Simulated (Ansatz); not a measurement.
W (P6/mmm, No. 191): the geometry given to an electronic-structure calculation, possibly off equilibrium; the starting structure was generated, so it need not be a known form of this composition.

Space group P6/mmm (No. 191). a = 4.701 Å, b = 4.701 Å, c = 2.618 Å, α = 90.00°, β = 90.00°, γ = 120.00°
| atom | site | symmetry | x | y | z |
| --- | --- | --- | --- | --- | --- |
| W | 1a | 6/mmm | 0.0000 | 0.0000 | 0.0000 |
| W | 2d | -6m2 | 0.3333 | 0.6667 | 0.5000 |

Q: What will a projected-potential map along [210] show? Computed as the sum of neutral-atom potentials (tabulated electron scattering factors, B = 0.5 Å²) projected along the beam and smoothed by 0.25 Å; brighter is more positive. The display is stretched by a gamma of 0.7; percentages refer to the linear signal.

A: The columns repeat on a rectangular net of 2.35 × 2.62 Å (plane group p2mm). The brightest columns hold 2 W per repeat; in falling brightness follow 1 W (about 50 %). Brightness is counted from the darkest point of the image. The closest visible columns (W and W) are 1.31 Å apart in projection. Along the beam the structure repeats every 8.14 Å.

| column | atoms along the beam per repeat | peak brightness |
| --- | --- | --- |
| W | 2 W | 100 % |
| W | 1 W | 50 % |

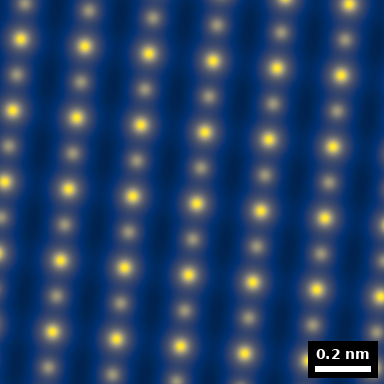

The simulated image.
